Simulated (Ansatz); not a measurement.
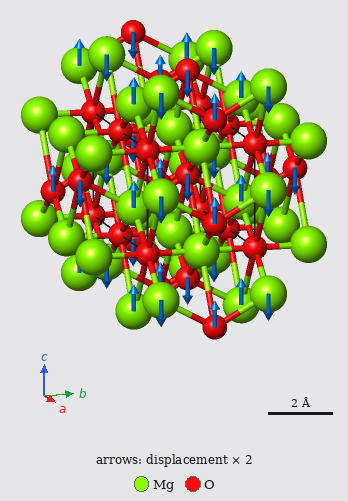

A relaxation of a crystal of MgO (a generated structure, set up in Pmma) (coarse preliminary run). The starting structure is drawn; blue arrows show the displacements (the part carried along by the change of the cell is left out), 2 times their true length.

A ball-and-stick model of the cell of the calculation, seen slightly off an axis.

Theory: DFT PBE, scalar-relativistic, plane waves, PAW in Ansatz 0.2.0. Set-up: plane-wave cutoff 420 eV; k-point mesh 4 × 6 × 6; occupations gaussian; smearing width 0.1 eV; no spin polarisation; cell and atoms relaxed; force threshold 0.04 eV/Å; at most 70 steps.

> Describe the change and its energy.

The largest moves relative to the cell, 0.44 Å, are those of Mg and O atoms. Largest moves by element: O 0.44 Å, Mg 0.44 Å. The volume changes by +5.2 %, with a 6.200 → 6.018 Å (−2.9 %), b 3.530 → 4.248 Å (+20.3 %), c 3.343 → 3.010 Å (−10.0 %). Near-neighbour distances that change, for instance: Mg–O 2.654 → 2.128 Å, Mg–Mg 2.632 → 3.007 Å, Mg–O 1.765 → 2.124 Å, Mg–O 1.953 → 2.128 Å. Bond angles that change, for instance: O–Mg–O 122.6° → 180.0°, Mg–O–Mg 122.6° → 180.0°, O–Mg–O 107.0° → 90.0°. The space group (tolerance 0.01 Å) goes from Pmma (No. 51) to I4/mmm (No. 139). After 7 accepted moves (9 points after the start) the energy has fallen by 651 meV per atom. Largest force component: 3 eV/Å at the start, 0.00021 eV/Å at the end. The pressure goes from 37.30 to 0.07 GPa. The SCF was repeated twice at an unchanged geometry on a basis and grid sized afresh for the cell, which shifted the energy by 22.4 meV per atom at most. Cost: 80 s on 1 thread of Arm Neoverse V1, on a shared host, peak memory 0.39 GiB.
